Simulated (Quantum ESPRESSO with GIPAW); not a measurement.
# SiO2: which site gives which 29Si line?

The values are calculated: DFT, PBEsol, plane-wave PAW (pslibrary 1.0.0 recipes), scalar-relativistic, GIPAW shieldings (Quantum ESPRESSO with GIPAW, a patched development version). Shieldings are without the macroscopic shape term, which is common to all sites.

```
Si O
1.0
     7.44620    0.00000    0.00000
     0.00000    7.44620    0.00000
     0.00000    0.00000    8.58380
Si O
12 24
Direct
  0.91030 0.08970 0.25000
  0.58970 0.58970 0.50000
  0.08970 0.91030 0.75000
  0.41030 0.41030 0.00000
  0.11683 0.32228 0.74079
  0.17772 0.61683 0.49079
  0.88317 0.67772 0.24079
  0.82228 0.38317 0.99079
  0.61683 0.17772 0.50921
  0.67772 0.88317 0.75921
  0.38317 0.82228 0.00921
  0.32228 0.11683 0.25921
  0.28598 0.36636 0.85152
  0.13364 0.78598 0.60152
  0.71402 0.63364 0.35152
  0.86636 0.21402 0.10152
  0.78598 0.13364 0.39848
  0.63364 0.71402 0.64848
  0.21402 0.86636 0.89848
  0.36636 0.28598 0.14848
  0.12012 0.11373 0.69299
  0.38627 0.62012 0.44299
  0.87988 0.88627 0.19299
  0.61373 0.37988 0.94299
  0.62012 0.38627 0.55701
  0.88627 0.87988 0.80701
  0.37988 0.61373 0.05701
  0.11373 0.12012 0.30701
  0.12712 0.43312 0.58012
  0.06688 0.62712 0.33012
  0.87288 0.56688 0.08012
  0.93312 0.37288 0.83012
  0.62712 0.06688 0.66988
  0.56688 0.87288 0.91988
  0.37288 0.93312 0.16988
  0.43312 0.12712 0.41988
```

The cell is an entry of the Crystallography Open Database; it need not be the form that is stable at ambient conditions. The coordinates shown are those after relaxation (atoms relaxed).

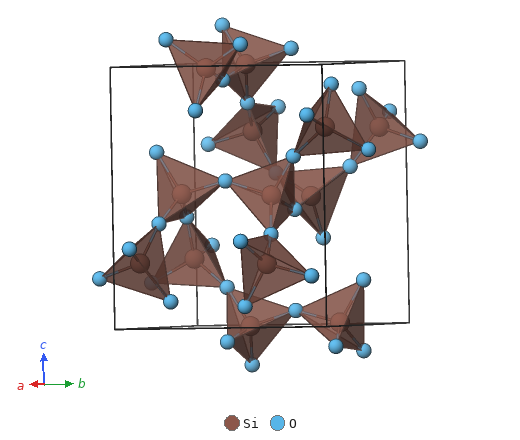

The structure (silicon brown, oxygen blue). Some periodic images of atoms are drawn too.

The Si sites:

```tsv
site	atom no.	atoms in cell	site symmetry	surroundings	bonds (Å)
Si(1)	1	4	2	SiO4, Q4	1.608
Si(2)	5	8	1	SiO4, Q4	1.61 to 1.61
```

The lines to be assigned:

```tsv
line	σ_iso (ppm)	relative area	span (ppm)	skew
A	439.2	1	6.1	-0.09
B	435.9	2	23.5	0.05
```

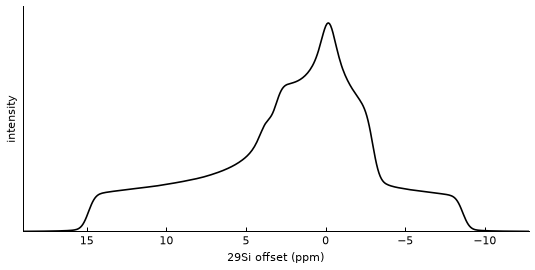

Simulated spectrum: 29Si static powder, 11.7 T (99.0 MHz), lines broadened by 0.8 ppm; the axis counts ppm from the isotropic position of the most shielded site, as −Δσ; rigid lattice, with dipolar and J couplings left out. Most prominent maxima (ppm: height): -0.2: 1.00.

Q: Assign the lines to the sites.

By the calculation: A is Si(1) (SiO4, Q4); B is Si(2) (SiO4, Q4). The areas settle A and B, whose multiplicities are unique.

[Banner, clock, file and message-heading lines were taken out of the pw.x and gipaw.x logs.]

[Logs are printed without paths, hosts, clocks, repeated set-up lines and the standing remarks that a program may print on its own settings, such as how far it seeks lower states.]

[Hosts, paths, dates, database ids (printed as entryN), source tags and the programs' standing remarks are cut or masked in the printed files.]
